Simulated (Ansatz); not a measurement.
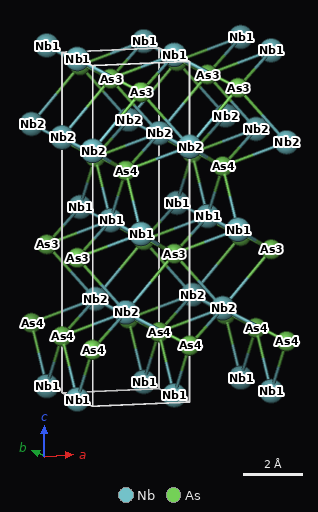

Starting structure of crystalline NbAs (set up in I4_1md). Style: ball-and-stick. Shown: the conventional cell (2 times the calculation's cell), repeated 2 × 2 × 1 with one cell outlined, slightly off an axis. Lengths and directions refer to the drawn axes.

The run lets cell and atoms move.

These are results of Kohn-Sham DFT of a periodic cell, PBEsol, Ansatz PAW (Ansatz), not measurements.

Input
```yaml
crystal:
  lattice:
    - [-1.72585, 1.72585, 5.84]
    - [1.72585, -1.72585, 5.84]
    - [1.72585, 1.72585, -5.84]
  atoms:
    - { symbol: Nb, position: [0.5, 0.0, 0.5] }
    - { symbol: Nb, position: [0.75, 0.75, 0.0] }
    - { symbol: As, position: [0.916, 0.416, 0.5] }
    - { symbol: As, position: [0.166, 0.166, 0.0] }
hamiltonian:
  xc: pbesol
  pseudopotentials: { kind: paw }
kpoints:
  mp_grid: { grid: [11, 11, 11] }
scf:
  occupations: { method: fermi_dirac, width: 0.05 }
output:
  forces: true
  stress: true
  eigenvalues: true
relax:
  f_tol: 0.01
  max_steps: 40
  cell: { stress_tol: 0.05 }
```

Run as
```bash
ansatz run input.yaml --threads 2 --pin off --max-ram 5632MiB --backend cpu --events-out ev --progress --plain --runs-dir out
```

Question: Predict the outcome.

Answer: The largest moves relative to the cell, 0.014 Å, are those of Nb1, Nb2, As3 and As4. Nb1 goes along −c. Largest moves by element: Nb 0.014 Å, As 0.014 Å. Cell: a = b 3.452 → 3.440 Å (−0.3 %), c 11.680 → 11.594 Å (−0.7 %). Volume −1.4 %. Among the contacts that change: Nb1–As3 2.631 → 2.609 Å, Nb1–As4 2.596 → 2.603 Å. The space group stays I4_1md (No. 109). The energy falls by 3.8 meV per atom in 2 accepted moves (3 points after the start). The largest force component goes from 0.29 to 0.0061 eV/Å. The pressure goes from −2.34 to −0.02 GPa. The SCF was repeated once at an unchanged geometry on a basis and grid sized afresh for the cell, which shifted the energy by less than 0.05 meV per atom at most. Cost: 68 s on 2 threads of Arm Neoverse V1 (shared host), peak memory 0.51 GiB.

Step by step:

```json
{"step": "0", "E − E(0), meV/atom": "0.00", "largest force component, eV/Å": "0.2880", "pressure, GPa": "-2.34", "volume, Å³/atom": "17.395", "note": ""}
{"step": "1", "E − E(0), meV/atom": "-0.36", "largest force component, eV/Å": "0.1646", "pressure, GPa": "2.95", "volume, Å³/atom": "16.854", "note": ""}
{"step": "2", "E − E(0), meV/atom": "-3.86", "largest force component, eV/Å": "0.0061", "pressure, GPa": "-0.02", "volume, Å³/atom": "17.146", "note": ""}
{"step": "3", "E − E(0), meV/atom": "-3.83", "largest force component, eV/Å": "0.0061", "pressure, GPa": "-0.02", "volume, Å³/atom": "17.146", "note": "same geometry, new basis"}
```
